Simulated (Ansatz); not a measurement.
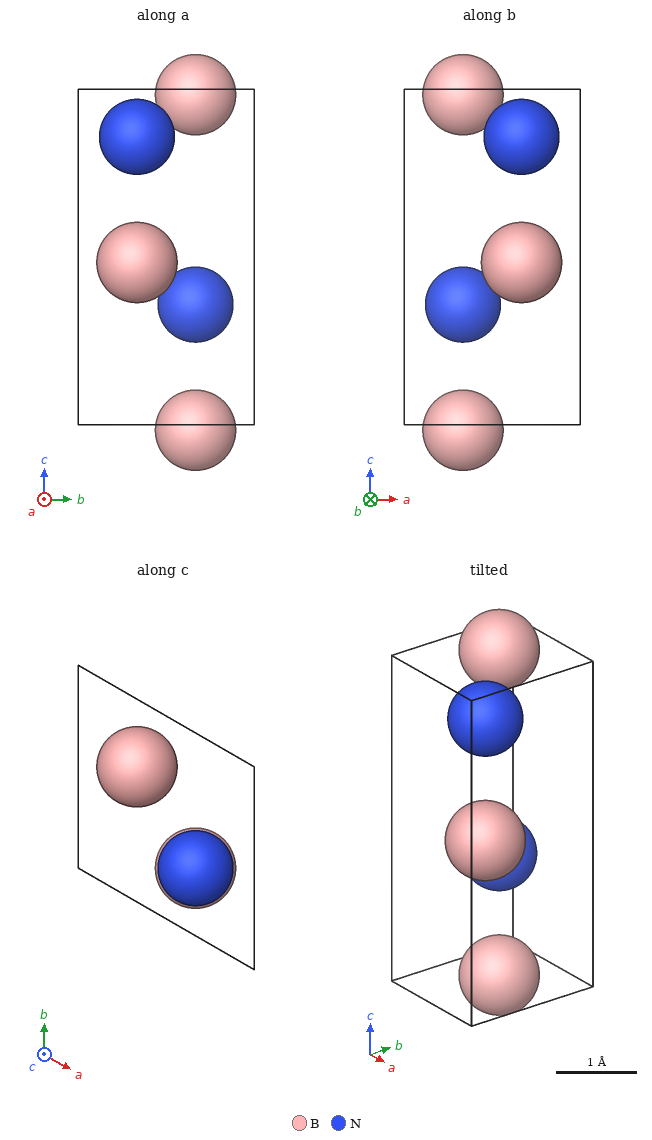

We look at a spheres-only model of the crystal along the a axis, along the b axis, along the c axis and slightly off an axis. Atoms at the boundary of the conventional unit cell (the box) are drawn once for each face, edge or corner they touch.

Lattice parameters: a = 2.541 Å, b = 2.541 Å, c = 4.203 Å, α = 90.00°, β = 90.00°, γ = 120.00°.

**From the views, write a table of Wyckoff sites, with free fractional coordinates to two decimals.**

Space group P6_3mc (No. 186).
```tsv
atom	site	x	y	z
B	2b	0.3333	0.6667	0.98
N	2b	0.3333	0.6667	0.36
```

It goes back to a structure type filled with these elements by a generator (whether the compound takes this form wasn't checked). A relaxation with DFT, PBEsol, plane waves, PAW in Ansatz 0.2.0 gave the geometry drawn.
